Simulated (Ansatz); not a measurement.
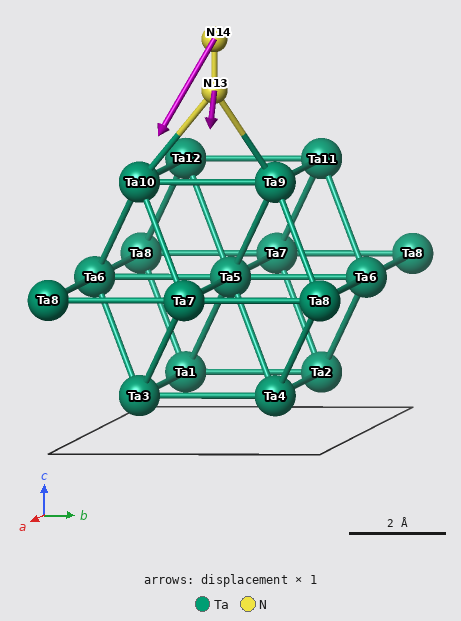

This is a constrained relaxation of a slab of composition Ta6N (cut from the Im-3m phase). The starting structure is drawn; purple arrows show the displacements, at their true length.

The picture is a ball-and-stick view of the cell of the calculation, outlined in the plane, without the vacuum, seen slightly off an axis.

Case: N2 put at a hollow Ta-Ta-Ta site. The slab is the (1 1 0) face of Ta with N2 on it. 4 atoms are held fixed.

All numbers below come from DFT PBE+D3(BJ), scalar-relativistic, plane waves, PAW (Ansatz 0.2.0). (plane-wave cutoff 420 eV; k-point mesh 6 × 6 × 1; occupations gaussian; smearing width 0.1 eV; no spin polarisation; dipole correction; atoms relaxed in a fixed cell; force threshold 0.03 eV/Å; at most 70 steps)

Question: Which element moves most?

Answer: Nitrogen: up to 2.40 Å, against 0.05 Å for tantalum.

Question: What happened in the run?

Answer: After 15 geometry steps the energy has fallen by 3.174 eV per cell of the calculation. The largest force component goes from 3.5 to 0.016 eV/Å. The atom that moves furthest is N14 (2.40 Å at 37° to the normal (−c side)). By element the largest moves are N 2.40 Å, Ta 0.05 Å. The cell doesn't change. Some distances before and after: Ta12–N14 4.468 → 2.058 Å, Ta10–N14 3.697 → 2.211 Å, Ta10–N13 2.791 → 2.211 Å, Ta9–N13 2.625 → 2.057 Å. New bonds form, among them: Ta10–N14 (3.70 → 2.21 Å), Ta11–N14 (3.70 → 2.21 Å), Ta12–N14 (4.47 → 2.06 Å). Among the angles between lasting bonds that change: Ta10–N13–N14 139.4° → 72.5°, Ta10–N13–Ta11 72.1° → 98.6°, Ta9–N13–Ta10 63.3° → 83.4°. Cost: 10 min on 4 threads of Intel(R) Xeon(R) Platinum 8259CL CPU @ 2.50GHz (Skylake/Cascade Lake), on a shared host, peak memory 2.1 GiB.

Limits of the set-up: the periodic images lie only 5.7 Å apart, so the values are limited by the cell's size.
